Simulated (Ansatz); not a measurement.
## Electronic structure of Zn8HO8 (cell with a defect) in real space

```
CELL_PARAMETERS angstrom
0.00000 0.00000 -5.29327
3.27949 -5.68024 0.00000
-6.55897 0.00000 0.00000
ATOMIC_POSITIONS crystal
Zn 0.50078 0.16528 0.33484
Zn 0.48485 0.66496 0.33426
Zn 0.50068 0.16516 0.83384
Zn 0.50077 0.66406 0.83385
Zn 0.99392 0.32702 0.16509
Zn 0.99392 0.83418 0.16490
Zn 0.99894 0.33145 0.66739
Zn 0.99378 0.83406 0.67241
O 0.61177 0.33603 0.16969
O 0.61167 0.82936 0.16973
O 0.62266 0.33141 0.66745
O 0.61167 0.82928 0.66314
O 0.12563 0.16821 0.34030
O 0.10594 0.66521 0.33413
O 0.12547 0.16798 0.83107
O 0.12559 0.65859 0.83086
H 0.87674 0.99818 0.00143
```

Spin-polarised.

Method: DFT PBE, scalar-relativistic, plane waves, PAW (Ansatz 0.2.0).

Core electrons are frozen (PAW), and the valence fields are smoothed inside the atomic spheres.

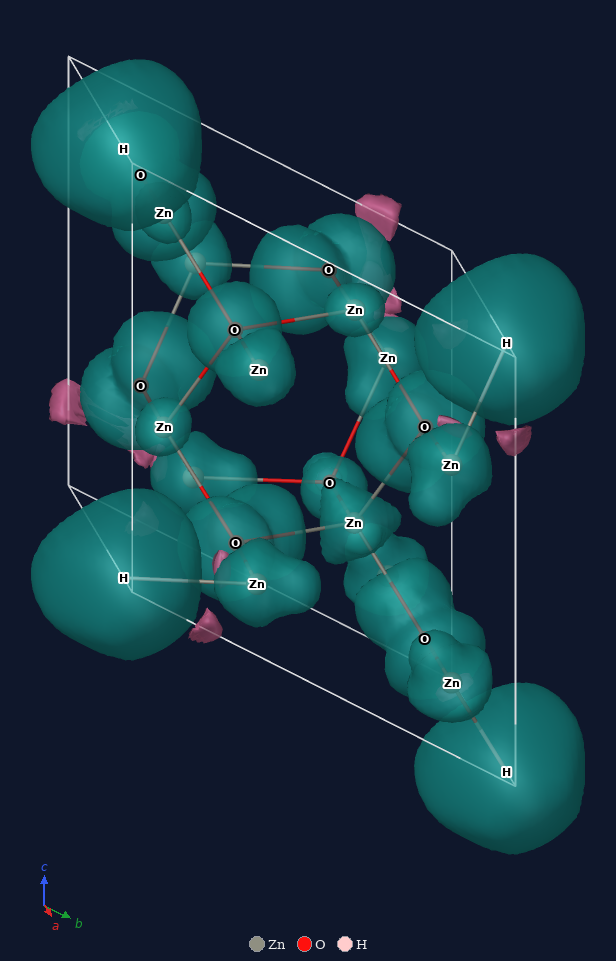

Figure 1. Isosurfaces of the magnetisation density (up minus down) at +0.003 (teal) and −0.003 e/Å³ (pink), seen at an oblique angle. Sticks mark near contacts.

> Where is the spin, and how is it ordered?

The spin density sits on H: +0.4 μB in one cell of 17 atoms, with smaller moments on O (up to +0.07 μB): with much of the spin spread outside that site. The cell of the calculation (17 atoms) carries 0.9 μB of net spin moment.

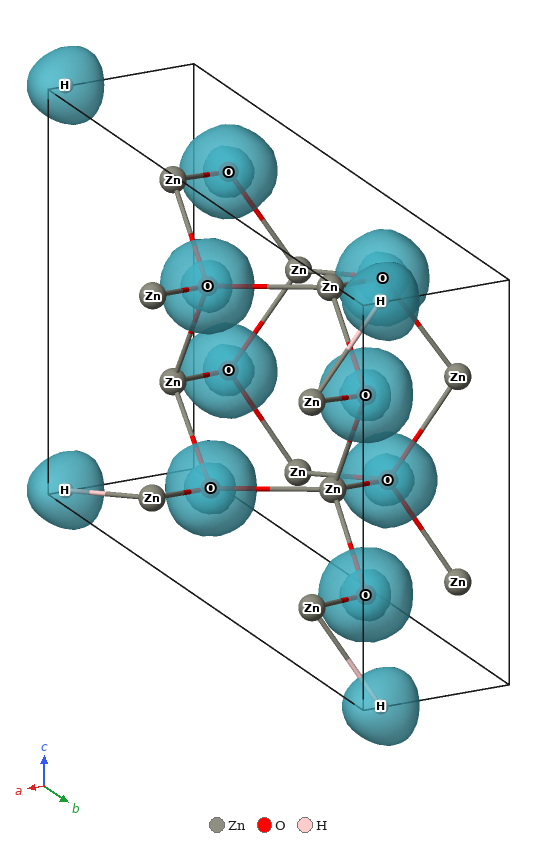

Figure 2. Isosurface of the electron localisation function at 0.75 (cyan), seen at an oblique angle. Core shells and regions of very low density are left out. Sticks mark near contacts.

> Where are the electrons localised?

The ELF exceeds this value in one region around a hydrogen nucleus and eight regions wrapped around O (the valence shell of each), counted in one cell of 17 atoms. Regions shared between cells count once. Along the contacts the grid gives the following. Zn–H (1.96 Å): the ELF climbs to about 1 towards the hydrogen. Zn–O (1.98 Å): the ELF peaks at about 0.85 in the valence shell of O, 0.6 Å from its nucleus, and is about 0.25 at the midpoint: no shared electron pair shows on this line.

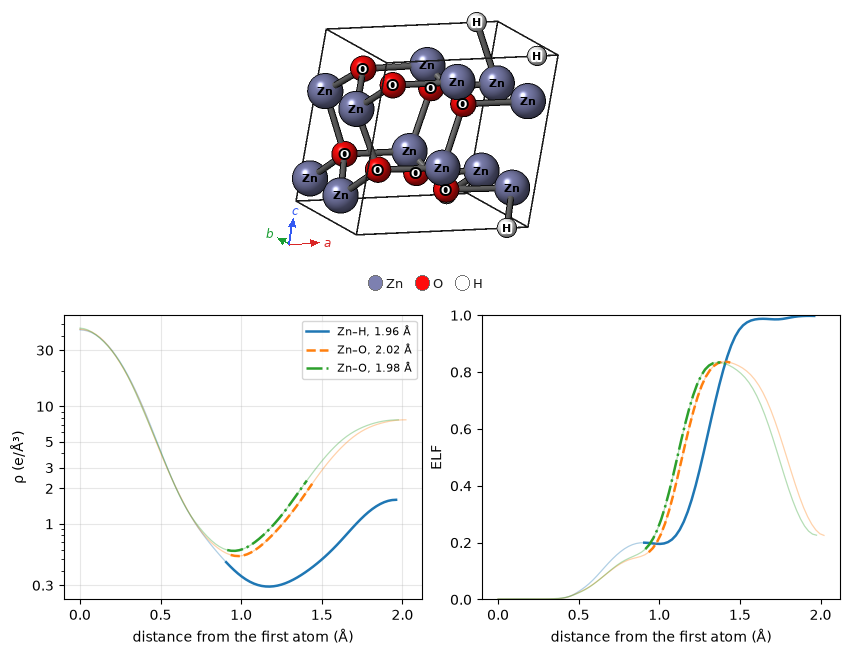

Figure 3. Valence charge density (pseudo) and electron localisation function along straight lines between neighbouring atoms. Thin, pale parts lie inside the atomic spheres. The structure is drawn too.

> What can be read from the curves?

Zn–H (1.96 Å): the density is about 0.38 e/Å³ at the midpoint; the ELF climbs to about 1 towards the hydrogen.
Zn–O (2.02 Å): ρ is about 0.54 e/Å³ halfway; the ELF peaks at about 0.85 in the valence shell of O, 0.6 Å from its nucleus, and is about 0.25 at the midpoint: no shared electron pair shows on this line.
Zn–O (1.98 Å): ρ at the midpoint is about 0.6 e/Å³; the ELF peaks at about 0.85 in the valence shell of O, 0.6 Å from its nucleus, and is about 0.25 at the midpoint: no shared electron pair shows on this line.

> Does the calculation give a band gap?

It is metallic or semimetallic at this level of theory: no gap opens.
